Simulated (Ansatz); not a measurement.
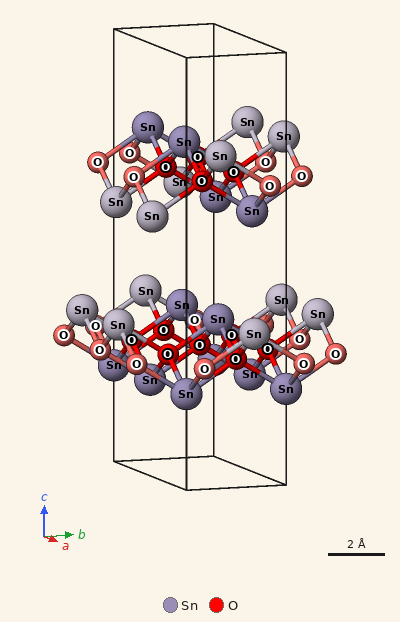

Figure 1. The structure (ball-and-stick view of the 2 × 1 repeat of the cell, with the vacuum cut short, seen slightly off an axis; neighbours outside the cell are drawn fainter). An atom can appear more than once, as a periodic image.

SnO: single-point calculation

System: SnO (slab, 8 atoms in the cell).
Method: DFT PBE+D3(BJ), scalar-relativistic, plane waves, PAW, PAW set soft_1, no spin polarisation (Ansatz 0.2.0).

The structure derives from an entry of the Crystallography Open Database.

**The program's output**
```
Engine: ansatz 0.2.0, aarch64-unknown-linux-gnu
Pseudopotentials: kind: paw
Pseudopotential: Sn, paw, valence charge 14, recommended cutoff 420 eV (normal), [file]
Pseudopotential: O, paw, valence charge 6, recommended cutoff 420 eV (normal), [file]
Functional definition: PBE
  parameter kappa = 0.804
  parameter beta = 0.06672455060314922
  exchange = pbe_x(kappa = kappa, mu = beta*pi^2/3)
  correlation = pbe_c(beta = beta)
Crystal: 8 atoms, lattice volume = 324.358 Å³
Basis set: ecut = 420 eV, 6355 PW (Γ), exchange–correlation on 54×54×300 points (8 copies of the dense FFT grid, shifted against one another)
Bands: 48, of which v1, the nominal top of the filled ones, is band 40 counted from 1 (39 counted from 0)
Symmetry: 2 space group operations
k-points: 16 of 49 (time reversal used)
Non-local potential: Sn, projectors of the file, l = 0: 2, l = 1: 2, l = 2: 2, l = 3: 1
Non-local potential: O, projectors of the file, l = 0: 2, l = 1: 2, l = 2: 1
PAW form: soft (Blöchl's): semilocal exchange-correlation on the pseudo side does not see the compensation charge
PAW one-centre angular grid: Sn, 590 points (default); XC on 64 Gauss nodes
PAW one-centre angular grid: O, 110 points (default); XC on 64 Gauss nodes
Initial density: superposition of atomic densities (neutral atoms: chi_scale 0, normalization atom)
Initial wavefunctions: pseudopotential atomic-orbital guess
Functional: x = pbe(κ = 0.804, μ = 0.2195149727645171), c = pbe(β = 0.06672455060314922)
SCF iter   1: F=—  HF=-26376.228406 eV  |F-HF|=—  |Δ(HF+E_count)|=         —  Δρ=9.26e-2  dr2=3.30e1  ethr=3.10e-3  p=-0.000 e·Å  D=-1.58e-8 V/Å  ΔV_dip=0.00 eV  dr2_dipole=7.48e-11  V_vac-E_F(+/−)=5.73/5.73 eV  ⟨swp⟩=7.1  Hψ=3012  notcnv=0
efield: sawtooth ramp at fractional position 0.8792 (placed from the atoms, in the widest stretch of the axis that holds none; the zero of the levels goes with the place), width 0.0400; the density the first Hamiltonian is built on has a dipole p = -0.000 e·Å; the dipole correction subtracts the counter field D = -1.58e-8 V/Å, which shifts the + side's vacuum level by +0.00 eV against the − side's; the planar-averaged density in the ramp window peaks in size at 2.0e-6 e/Å³
preconditioner: auto → Resta (q_TF=auto, 2.161 Å⁻¹)  ε∞=2.0  [insulator: Δε(μ)=3.295 eV  Ē_g=18.178 eV  σ=0.050 eV  W_gap=1.00  n_scr=50 (ndim 8)  ℏωp=18.4 eV  f_vac=0.456  D(μ)=0.00/eV (n_scr^D=0)  ε∞_Penn≈2.0  vacuum switching on, ρ_ref=2.4e-2 e/Å³]
SCF iter   2: F=—  HF=-26370.132479 eV  |F-HF|=—  |Δ(HF+E_count)|=    6.10e0  Δρ=6.52e-2  dr2=1.02e1  ethr=3.10e-3  p=-0.000 e·Å  D=-5.32e-6 V/Å  ΔV_dip=0.00 eV  dr2_dipole=3.70e-10  V_vac-E_F(+/−)=3.16/3.16 eV  ⟨swp⟩=5.0  Hψ=2085  notcnv=0  defer=50
SCF iter   3: F=—  HF=-26368.210441 eV  |F-HF|=—  |Δ(HF+E_count)|=    1.92e0  Δρ=1.42e-2  dr2=6.15e-1  ethr=3.10e-3  p=0.000 e·Å  D=1.70e-6 V/Å  ΔV_dip=-0.00 eV  dr2_dipole=6.26e-10  V_vac-E_F(+/−)=4.14/4.14 eV  ⟨swp⟩=3.0  Hψ=1363  notcnv=0  defer=53
SCF iter   4: F=—  HF=-26368.158311 eV  |F-HF|=—  |Δ(HF+E_count)|=   5.21e-2  Δρ=5.69e-3  dr2=1.80e-1  ethr=7.68e-4  p=0.000 e·Å  D=3.47e-5 V/Å  ΔV_dip=-0.00 eV  dr2_dipole=1.78e-8  V_vac-E_F(+/−)=3.54/3.54 eV  ⟨swp⟩=3.1  Hψ=1176  notcnv=0  defer=51
SCF iter   5: F=—  HF=-26368.126998 eV  |F-HF|=—  |Δ(HF+E_count)|=   3.13e-2  Δρ=1.95e-3  dr2=2.01e-2  ethr=2.24e-4  p=-0.000 e·Å  D=-6.92e-6 V/Å  ΔV_dip=0.00 eV  dr2_dipole=2.44e-9  V_vac-E_F(+/−)=3.81/3.81 eV  ⟨swp⟩=2.8  Hψ=1017  notcnv=0  defer=51
SCF iter   6: F=—  HF=-26368.123373 eV  |F-HF|=—  |Δ(HF+E_count)|=   3.63e-3  Δρ=3.83e-4  dr2=1.99e-3  ethr=2.51e-5  p=0.000 e·Å  D=1.55e-5 V/Å  ΔV_dip=-0.00 eV  dr2_dipole=4.86e-9  V_vac-E_F(+/−)=3.81/3.81 eV  ⟨swp⟩=2.3  Hψ=1039  notcnv=0  defer=51
SCF iter   7: F=—  HF=-26368.123311 eV  |F-HF|=—  |Δ(HF+E_count)|=   6.20e-5  Δρ=3.47e-4  dr2=6.20e-4  ethr=2.49e-6  p=-0.000 e·Å  D=-2.62e-6 V/Å  ΔV_dip=0.00 eV  dr2_dipole=2.72e-10  V_vac-E_F(+/−)=3.87/3.87 eV  ⟨swp⟩=3.2  Hψ=1443  notcnv=0  defer=51
SCF iter   8: F=—  HF=-26368.123182 eV  |F-HF|=—  |Δ(HF+E_count)|=   1.29e-4  Δρ=5.22e-5  dr2=1.19e-5  ethr=7.75e-7  p=0.000 e·Å  D=5.30e-6 V/Å  ΔV_dip=-0.00 eV  dr2_dipole=7.56e-10  V_vac-E_F(+/−)=3.85/3.85 eV  ⟨swp⟩=2.1  Hψ=992  notcnv=0  defer=51
SCF iter   9: F=—  HF=-26368.123041 eV  |F-HF|=—  |Δ(HF+E_count)|=   1.41e-4  Δρ=1.92e-5  dr2=1.64e-6  ethr=1.48e-8  p=-0.000 e·Å  D=-8.18e-6 V/Å  ΔV_dip=0.00 eV  dr2_dipole=2.29e-9  V_vac-E_F(+/−)=3.85/3.85 eV  ⟨swp⟩=2.4  Hψ=1244  notcnv=0  defer=51
SCF iter  10: F=—  HF=-26368.123041 eV  |F-HF|=—  |Δ(HF+E_count)|=   1.73e-7  Δρ=7.47e-6  dr2=2.05e-7  ethr=2.05e-9  p=0.000 e·Å  D=1.07e-5 V/Å  ΔV_dip=-0.00 eV  dr2_dipole=4.15e-9  V_vac-E_F(+/−)=3.85/3.85 eV  ⟨swp⟩=2.0  Hψ=1032  notcnv=0  defer=51
SCF iter  11: F=-26368.123040 eV  HF=-26368.123040 eV  |F-HF|=7.65e-9  |Δ(HF+E_count)|=   3.28e-8  Δρ=2.10e-6  dr2=1.24e-8  ethr=1.25e-10  p=-0.000 e·Å  D=-3.14e-6 V/Å  ΔV_dip=0.00 eV  dr2_dipole=3.32e-10  V_vac-E_F(+/−)=3.85/3.85 eV  ⟨swp⟩=21.1  Hψ=7098  notcnv=0
SCF 1 converged in 11 iterations: F = -26368.123040 eV  dr2 = 1.24e-8
  greatest PAW one-centre occupation: 0.993 electrons in one spin orbital (limit 2), on the Sn atom at site 4 (counted from 0), in its partial waves of l = 2
```

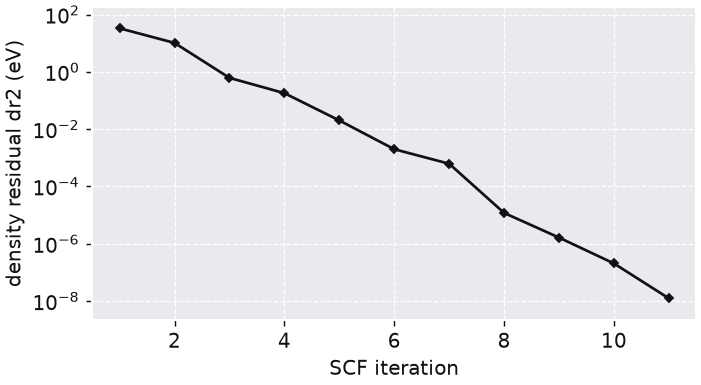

Figure 2. Convergence of the self-consistent field: density residual dr2 against the SCF iteration. The residual falls at every step.

```
WARN: The output density's exchange-correlation potential varies sharply where the density is thin. Do not read a vacuum level from v_tot or v_xc, or from such a field of the output density. On a cell that repeats whose density bears no net charge and no dipole along the vacuum's axis use v_es (v_loc + v_h of the components); under efield.dipole_correction with no amplitude use v_es + v_field, which holds any external_charges[].barrier, or the levels of the report's work_function block, which leave it out; under a non-zero efield.amplitude the vacuum is tilted and has no level; on a cell that repeats and bears such a dipole with no correction it is tilted too, and efield.dipole_correction with no amplitude gives each side of its ramp a level where efield: is served; in a cell that repeats whose density bears a net charge (total_charge, or a fill off its count) it is curved and has none; of a slab under crystal.periodic whose density bears no net charge use v_es, which has a level on each side, short of where the two are joined; of another it falls or rises all the way out and has none; of a slab beside external_charges read slab_vacuum_level instead, which it has where they leave it neutral. The grid or the basis barely resolves most such structure, and the values can differ between equally converged runs; as a rule a tighter scf.convergence.dr2_threshold does not remove it. Where the density itself ripples (under the LDA too) a higher basis.ecutwfc lessens it. The files hold the spikes' plane waves up to the density's cutoff. Files: v_tot_of_output_density and the like, and their columns of v_z.tsv (output.write_potential); v_xc_of_output_density and the like, and their columns of v_comp_z.tsv (output.write_potential_components). Measured: with its Gaussian average of σ = 0.25 Å subtracted twice, the exchange-correlation potential is over 0.1 eV at 236 of the grid points where the equally averaged density (valence and model cores) is under 1e-3 e/Å³, and 0.504 eV at the most among them, at an averaged density of 1.1e-7 e/Å³. The input density's (outcome.potential() and, of a run that writes arrays, v_tot and v_xc) is over 0.1 eV, so measured, at 210 points of its own thin density, 0.410 eV at the most. See output.write_potential in the manual, Limitations
SCF converged after 11 iterations
Free energy (F): -26368.123040 eV
Harris-Foulkes:  -26368.123040 eV  (|F-HF|=7.65e-9)
Internal energy: -26368.123040 eV  (E = F + TS)
E sigma→0 (E₀):  -26368.123040 eV
Fermi energy:    2.306659 eV
Dipole field:    D = 0.000016 V/Å  (p = 0.000029 e·Å, saw-weighted, corrected)
Work function:   Φ+ = 3.8534 eV   Φ− = 3.8538 eV
Levels:          The Fermi level and band energies are counted from a zero that moves with the ramp; work functions are not
--- Per-component energies (eV) ---
  E_band       = -990.530215
  E_kinetic    = 1341.868041
  E_local      = -41633.646322  (includes V_loc(G=0)·N_el)
  E_nonlocal   = 790.016351
  E_hartree    = 20328.947572
  E_xc         = -788.125685
  E_vxc        = -683.461826  (∫ρ·V_xc dr)
  E_paw        = -18126.177561  (= ΣΔE_a)
  E_vpaw       = -1463.203482  (= ΣTr[D̂ρ^β])
  E_aug_tail   = 0.004192  (compensation charges beyond the density's cutoff)
  E_efield     = 0.000000  (sawtooth field / dipole correction)
  E_vefield    = 0.000000  (∫n·V_field dr)
  E_ewald      = 11720.244191
  E_disp       = -1.253821  (pairwise vdW)
  E_smearing   = -0.000000  (= −TS)
  E_closure    = -0.000000  (closes the sum)
  Σ components = -26368.123040   (vs F -26368.123040, Δ=0.00e0)
--- Forces (eV/Å), atoms counted from 1 ---
  atom   1  Sn    -0.00554074    -0.00554162     0.01797879
  atom   2  O     -0.02883085     0.01085047     0.00657790
  atom   3  O      0.01085508    -0.02882911     0.00657790
  atom   4  Sn    -0.03031165    -0.03031649     0.00697154
  atom   5  Sn     0.03033381     0.03033866    -0.00690324
  atom   6  O     -0.01087507     0.02880659    -0.00661142
  atom   7  O      0.02880832    -0.01087047    -0.00661142
  atom   8  Sn     0.00556143     0.00556231    -0.01798099
  max |Σ_I F_I| component: 9.43e-7 eV/Å
--- Band table (eV; the first three rows and the last of 16) ---
  k-point 0: bands = ["-19.8176", "-19.8176", "-19.4585", "-19.4584", "-19.4155", "-19.4155", "-19.4152", "-19.4151", "-19.4052", "-19.4051", "-19.3729", "-19.3728", "-19.3700", "-19.3681", "-19.3410", "-19.3392", "-19.3339", "-19.3336", "-19.3335", "-19.3333", "-17.8822", "-17.8813", "-15.3831", "-15.3829", "-6.2002", "-6.0820", "-3.8807", "-3.8807", "-3.8804", "-3.8803", "-3.1869", "-2.7615", "-1.3022", "-1.3020", "-0.8943", "-0.8942", "-0.8939", "-0.8938", "0.3875", "1.0379", "3.6086", "3.9441", "3.9482", "4.9761", "5.9164", "6.3528", "6.3632", "6.3677"]
  k-point 1: bands = ["-19.8083", "-19.8082", "-19.4585", "-19.4584", "-19.4180", "-19.4179", "-19.4148", "-19.4146", "-19.4094", "-19.4093", "-19.3998", "-19.3992", "-19.3702", "-19.3701", "-19.3635", "-19.3617", "-19.3342", "-19.3341", "-19.3263", "-19.3247", "-17.7202", "-17.7193", "-15.4786", "-15.4784", "-6.1429", "-6.0375", "-3.8839", "-3.8712", "-3.7538", "-3.7536", "-3.3757", "-3.0902", "-1.5384", "-1.5126", "-1.0711", "-1.0709", "-0.9448", "-0.7802", "0.4429", "1.0624", "4.0865", "4.3458", "4.3601", "5.2323", "5.5561", "5.7527", "6.1721", "6.5458"]
  k-point 2: bands = ["-19.7822", "-19.7821", "-19.5505", "-19.5503", "-19.4238", "-19.4237", "-19.4186", "-19.4185", "-19.4141", "-19.4139", "-19.4113", "-19.4109", "-19.3628", "-19.3628", "-19.3467", "-19.3448", "-19.3369", "-19.3369", "-19.3225", "-19.3207", "-17.3095", "-17.3087", "-15.7656", "-15.7654", "-5.9560", "-5.8788", "-4.0487", "-3.9358", "-3.7267", "-3.6964", "-3.3896", "-3.3894", "-1.9376", "-1.9229", "-1.5454", "-1.5452", "-0.8753", "-0.4828", "0.5044", "1.0141", "4.2078", "4.6719", "4.6985", "4.9955", "5.2959", "5.7635", "6.1422", "6.5709"]
  k-point 15: bands = ["-19.7528", "-19.7525", "-19.7389", "-19.7382", "-19.4253", "-19.4252", "-19.4240", "-19.4239", "-19.3927", "-19.3926", "-19.3913", "-19.3912", "-19.3305", "-19.3294", "-19.3273", "-19.3267", "-19.3153", "-19.3131", "-19.3125", "-19.3114", "-16.3333", "-16.3325", "-16.2031", "-16.2030", "-6.6423", "-6.6327", "-6.5111", "-6.4984", "-3.2624", "-3.2295", "-3.0172", "-3.0170", "-0.5092", "-0.5083", "-0.2759", "-0.2756", "-0.2568", "0.0488", "0.1238", "0.3688", "3.5458", "3.9454", "4.0736", "4.1077", "5.5362", "5.8719", "5.9476", "6.3609"]
```

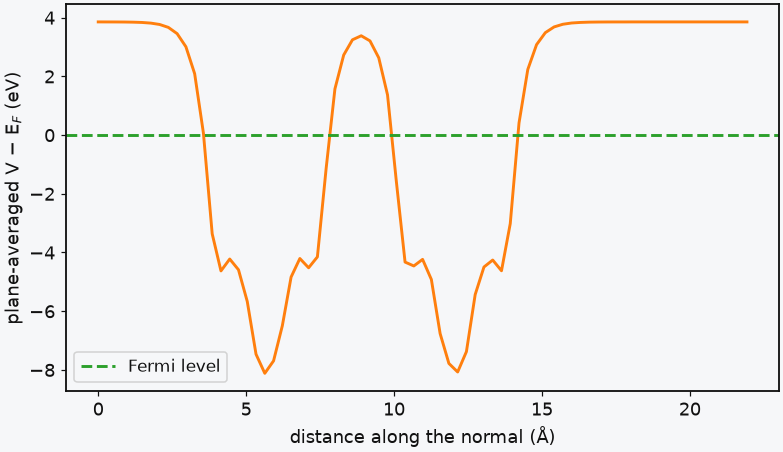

Figure 3. Plane average of the electrostatic potential energy of an electron across the cell, from the Fermi level. The vacuum level lies 3.85 eV above the Fermi level.

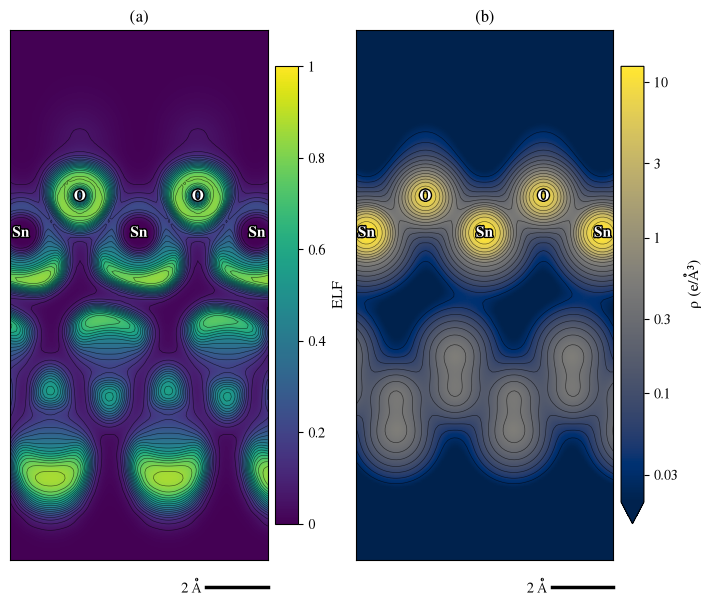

Figure 4. (a) ELF; (b) valence electron density on the (100) plane of the calculation cell, a cut from vacuum to vacuum. Atoms in the plane: Sn and O. Sn–O (2.25 Å): ρ at the midpoint is about 0.44 e/Å³; the ELF is about 0.20 at the midpoint. The density dies away to nearly zero in the vacuum. Core electrons are frozen (PAW), so the fields are smoothed inside the atomic spheres.

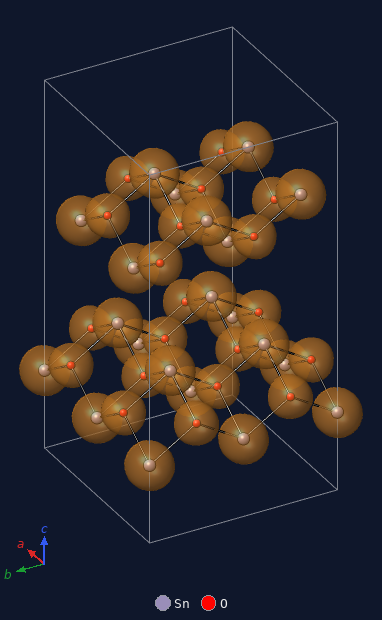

Figure 5. Isosurface of the valence charge density (pseudo) at 0.8 e/Å³ (orange), seen at an oblique angle. Sticks mark near contacts. At this value the density breaks into separate islands; it holds about 70 % of the electrons treated as valence (semicore included). It is pinched off along the Sn–O (2.25 Å) contacts. On the grid the lowest density along these lines, outside the cores, is 0.44 e/Å³ (Sn–O, 2.25 Å).

This output came from the following input.

**Input**
```yaml
crystal:
  lattice:
    - [3.820152616, 0.0002954389, 0.0]
    - [-0.0003145156, 3.8201526145, 0.0]
    - [0.0, 0.0, 22.2260756252]
  atoms:
    - { symbol: Sn, position: [0.9999453016, 0.9999453016, 0.202464892] }
    - { symbol: O, position: [0.9999461184, 0.4999461184, 0.2556240248] }
    - { symbol: O, position: [0.4999461184, 0.9999461184, 0.2556240248] }
    - { symbol: Sn, position: [0.4999453016, 0.4999453016, 0.3087831576] }
    - { symbol: Sn, position: [0.7499453016, 0.7499453016, 0.4896517944] }
    - { symbol: O, position: [0.7499461184, 0.2499461184, 0.5428109272] }
    - { symbol: O, position: [0.2499461184, 0.7499461184, 0.5428109272] }
    - { symbol: Sn, position: [0.2499453016, 0.2499453016, 0.5959700601] }
basis:
  ecutwfc: 420
kpoints:
  mp_grid: { grid: [7, 7, 1] }
hamiltonian:
  xc: pbe
  pseudopotentials: { kind: paw, azcp: { folder: soft_1 } }
  dispersion: d3bj
scf:
  occupations: { method: gaussian, width: 0.05 }
output:
  forces: true
  eigenvalues: true
  write_density: true
  write_potential: true
  elf: true
  volumetric_format: npy
efield:
  axis: 3
  dipole_correction: true
  ramp_width: 0.04
```

Launched with:
```bash
ansatz run input.yaml --threads 2 --pin off --max-ram 6144MiB --backend cpu --events-out ev --progress --plain --runs-dir out
```

**Key numbers**

| quantity | value |
| --- | --- |
| outcome | converged |
| electrons treated | 80 |
| free energy | −26368.1230 eV |
| work function, top face | 3.85 eV |
| work function, bottom face | 3.85 eV |
| Fermi energy | 2.307 eV |
| gap on the k-point mesh | 2.48 eV |
| work function (upper face) | 3.85 eV |
| largest force (length of the vector) | 0.043 eV/Å |
| hardware | 2 threads of Arm Neoverse N1, 98 GiB of memory available, shared host |
| wall time | 33 s (CPU time 65 s) |
| peak memory | 0.57 GiB |

**Notes**

Warnings of the run: the exchange-correlation potential is rough where the density is thin.
